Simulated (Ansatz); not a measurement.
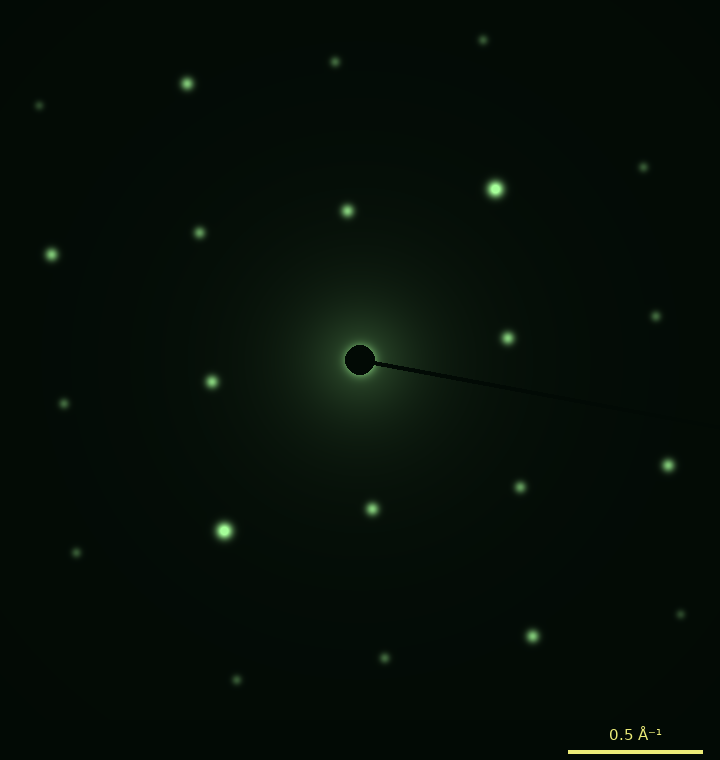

Kinematic zone-axis pattern, calculated for 200 keV electrons with B = 0.5 Å².

Candidate phases (model or computed cells):
A. C, space group Pm-3m (No. 221), a = 1.775 Å
B. C, space group P6_3/mmc (No. 194), a = 2.445 Å, c = 6.610 Å (hexagonal axes)
C. Ti, space group P6/mmm (No. 191), a = 4.61 Å, c = 2.80 Å (hexagonal axes)
D. Ta, space group P6_3/mmc (No. 194), a = 2.933 Å, c = 9.972 Å (hexagonal axes)

### Which candidate gives this pattern, and along which zone?

Candidate B (C), along [421] or an equivalent direction. The spots form a centred rectangular net with both shortest vectors at d = 1.78 Å, 86.4° apart. They index as 0 1 -2 and -1 1 2; no zone of the other candidates with indices up to 3 has this net.
